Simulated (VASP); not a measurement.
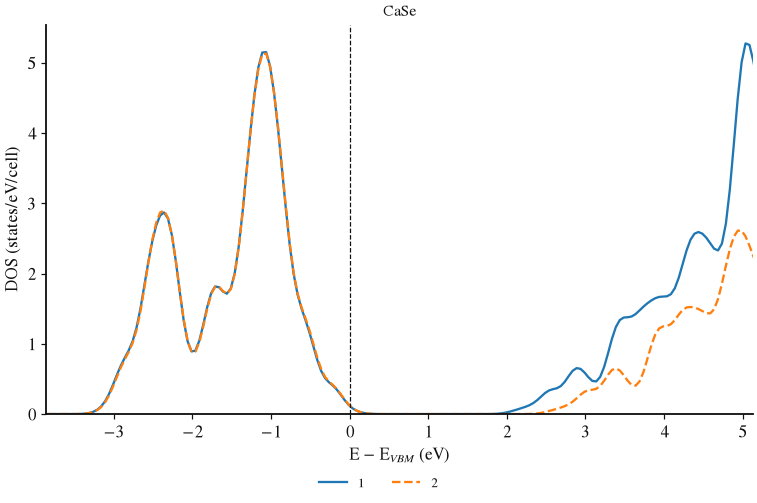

Total densities of states of CaSe, space group I4/mmm, 2 atoms in the cell, rocksalt type, uniaxial (z) strain +4.0%, by two methods on the same cell. The curves are built from the levels of the k mesh with Gaussians 0.3 eV wide, which also blur the band edges. Each is counted from its own valence-band top.

**Which curve is which? The methods: r2SCAN (VASP), PBE (VASP).**

1 is PBE (VASP); 2 is r2SCAN (VASP). PBE (VASP) gives a gap of 2.13 eV and r2SCAN (VASP) gives a gap of 2.60 eV.

Settings. PBE (VASP): DFT, PBE, plane waves, PAW, 8×8×8 k mesh, 520 eV cutoff, Fermi-Dirac smearing of 0.02 eV (VASP). r2SCAN (VASP): DFT, r2SCAN, plane waves, PAW, 8×8×8 k mesh, 520 eV cutoff, Gaussian smearing of 0.01 eV (VASP).
